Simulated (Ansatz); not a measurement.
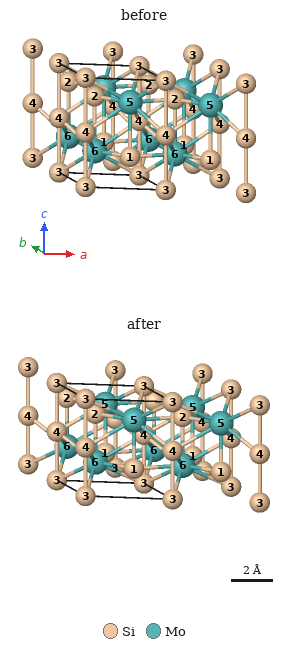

The structure of solid Si$_{2}$Mo (built on the Cs2Pt-194 type type) before (top) and after (bottom) a relaxation, at one scale.

A ball-and-stick model of the cell of the calculation, repeated 2 × 2 × 1 with one cell outlined, seen slightly off an axis.

These are results of Ansatz, DFT, PBEsol, plane waves, PAW, not measurements. Settings: plane-wave cutoff 420 eV; k-point mesh 6 × 6 × 4; occupations fermi dirac; smearing width 0.03 eV; no spin polarisation; cell and atoms relaxed; force threshold 0.01 eV/Å; at most 120 steps.

> What changed between the two?

No atom moves by more than 0.005 Å relative to the cell. Cell: a = b 4.078 → 4.428 Å (+8.6 %), c 5.546 → 4.932 Å (−11.1 %). Volume +4.8 %. Near-neighbour distances that change, for instance: Si1–Mo5 2.773 → 2.466 Å, Si3–Si4 2.773 → 2.466 Å, Si1–Mo6 2.354 → 2.556 Å, Si3–Mo5 2.732 → 2.838 Å. The space group stays P6_3/mmc (No. 194). The energy falls by 188 meV per atom in 5 accepted moves (8 points after the start). All forces vanish by symmetry, so only the cell relaxes. Pressure: 14.23 GPa at the start and 0.00 GPa at the end. The line search rejected the trial step at point 3 of the run. At 2 points the geometry stayed and the basis and grid were re-selected for the new cell (energy shift of 1.0 meV per atom at most each time). The run took 12 s on 2 threads of Arm Neoverse V2 (shared host), peak memory 0.38 GiB.
